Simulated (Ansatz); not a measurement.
TiAl3

Input file:

```
crystal:
  lattice:
    - [3.9483448106, 0.0, 0.0]
    - [0.0, 4.4663676498, 0.0]
    - [0.0, 0.0, 3.9483448106]
  atoms:
    - { symbol: Ti, position: [0.0, 0.0, 0.0] }
    - { symbol: Al, position: [0.5, 0.5, 0.0] }
    - { symbol: Al, position: [0.5, 0.0, 0.5] }
    - { symbol: Al, position: [0.0, 0.5, 0.5] }
basis:
  ecutwfc: 420
kpoints:
  mp_grid: { grid: [12, 12, 12] }
hamiltonian:
  xc: pbesol
scf:
  occupations: { method: gaussian, width: 0.15 }
output:
  forces: true
  stress: true
  eigenvalues: true
  write_density: true
  write_potential: true
  elf: true
  volumetric_format: npy
```

Command:

```sh
ansatz run input.yaml --threads 1 --pin off --max-ram 2560MiB --backend cpu --events-out ev --progress --plain --runs-dir out
```

Below, planes, directions and counts refer to the conventional cell (a = 3.95 Å, b = 3.95 Å, c = 4.47 Å, α = 90.00°, β = 90.00°, γ = 90.00°).

Space group P4/mmm; a structure from a database of computed crystals, not necessarily the ambient phase; changed on purpose from its base cell (strain +0.1312 x Voigt [0, 1, 0, 0, 0, 0], atoms carried along); computed pressure about −10 GPa in this cell; computed without spin polarisation.

All numbers below come from Ansatz, DFT PBEsol, scalar-relativistic, plane waves, PAW.

The density is the valence pseudo-density of a PAW calculation; it isn't the true density close to the nuclei.

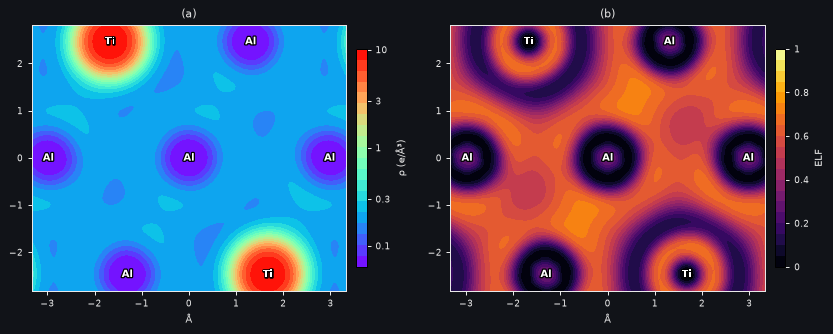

Figure 1. (a) valence electron density; (b) ELF on the (111) plane of the conventional cell.

Q: What do the fields say about this system?

A: The section cuts through Ti and Al sites. Ti–Al (2.79 Å): the density is about 0.21 e/Å³ at the midpoint; the ELF is about 0.40 at the midpoint. Al–Al (2.79 Å): ρ at the midpoint is about 0.21 e/Å³; the ELF peaks at about 0.70 between the atoms. Ti–Al (2.98 Å): ρ is about 0.17 e/Å³ halfway; the ELF is about 0.40 at the midpoint. Between the atoms the lowest density in this plane is 0.16 e/Å³. The features right at Ti lie inside the PAW spheres, where the map follows smoothed inner orbitals and isn't to be read closely.

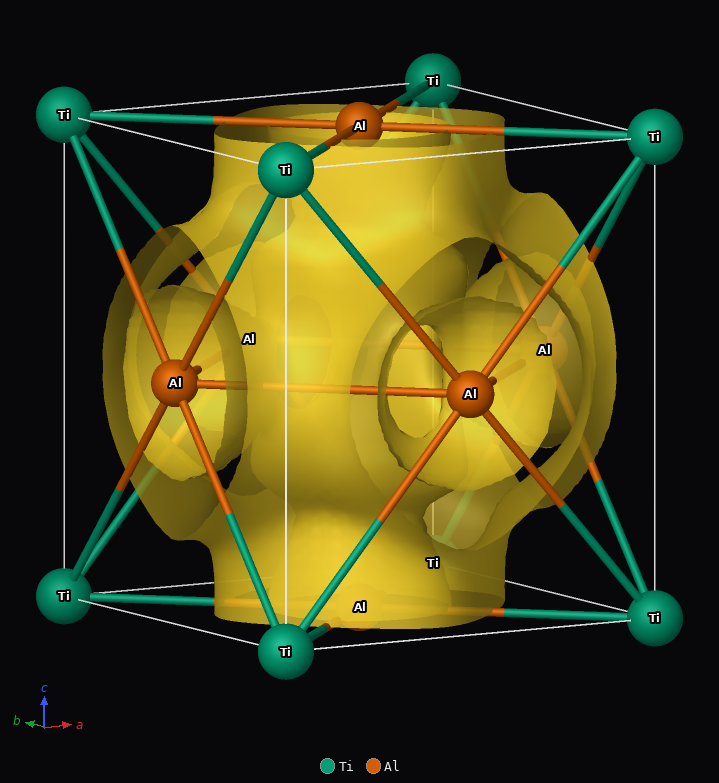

Figure 2. Isosurface of the ELF at 0.55 (yellow), seen at an oblique angle. Core shells and regions of very low density are left out. Sticks mark near contacts.

Q: Describe the localisation domains.

A: The surface consists of one network that runs through the whole crystal, counted in one cell of 4 atoms. Regions shared between cells count once.

Q: Does the calculation give a band gap?

A: It is metallic or semimetallic at this level of theory: no gap opens.
